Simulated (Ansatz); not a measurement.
BAs

Input file:

```
crystal:
  lattice:
    - [5.8856194761, 0.0, 0.0]
    - [0.0, 5.8856194761, 0.0]
    - [0.0, 0.0, 3.3901885292]
  atoms:
    - { symbol: B, position: [0.6772658185, 0.6772658185, 0.0] }
    - { symbol: B, position: [0.1772658185, 0.8227341815, 0.5] }
    - { symbol: B, position: [0.8227341815, 0.1772658185, 0.5] }
    - { symbol: B, position: [0.3227341815, 0.3227341815, 0.0] }
    - { symbol: As, position: [0.8185182038, 0.8185182038, 0.5] }
    - { symbol: As, position: [0.1814817962, 0.1814817962, 0.5] }
    - { symbol: As, position: [0.6814817962, 0.3185182038, 0.0] }
    - { symbol: As, position: [0.3185182038, 0.6814817962, 0.0] }
basis:
  ecutwfc: 420
kpoints:
  mp_grid: { grid: [6, 6, 8] }
hamiltonian:
  xc: pbe
scf:
  occupations: { method: gaussian, width: 0.02 }
output:
  forces: true
  stress: true
  eigenvalues: true
  write_density: true
  write_potential: true
  elf: true
  volumetric_format: npy
relax:
  adjacent_minimum: "off"
  f_tol: 0.01
  max_steps: 80
  cell: { stress_tol: 0.05 }
```

Launched as:

```sh
ansatz run input.yaml --threads 1 --pin off --max-ram 2048MiB --backend cpu --events-out ev --progress --plain --runs-dir out
```

Below, planes, directions and counts refer to the conventional cell (a = 5.89 Å, b = 5.89 Å, c = 3.39 Å, α = 90.00°, β = 90.00°, γ = 90.00°).

The fields are those of the run's last geometry, not of the input's.

Space group P4₂/mnm; a structure generated by program, which may or may not match a known phase.

Level of theory: DFT PBE, scalar-relativistic, plane waves, PAW in Ansatz.

Predict the valence pseudo-density and electron localisation function between the atoms.

B–As (2.11 Å): ρ is about 0.73 e/Å³ halfway; the ELF peaks at about 0.90 between the atoms; a shared electron pair.

Does the calculation give a band gap?

It is gapped, with a Kohn–Sham gap of 0.85 eV on the k-point mesh (the band edges may lie off the mesh, which would make the gap smaller).

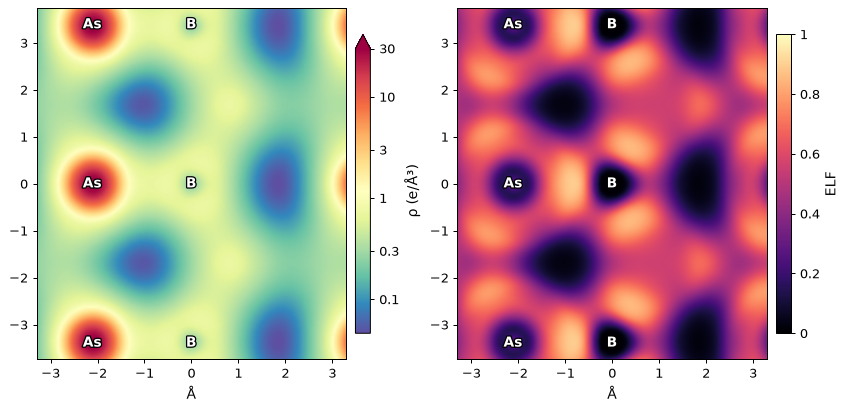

Computed valence pseudo-density and electron localisation function on the (100) plane of the conventional cell, in this order. Atoms just off the plane (B, 0.9 Å away and As, 0.8 Å away) can leave unmarked features too.

Core electrons are frozen (PAW), and the valence fields are smoothed inside the atomic spheres.
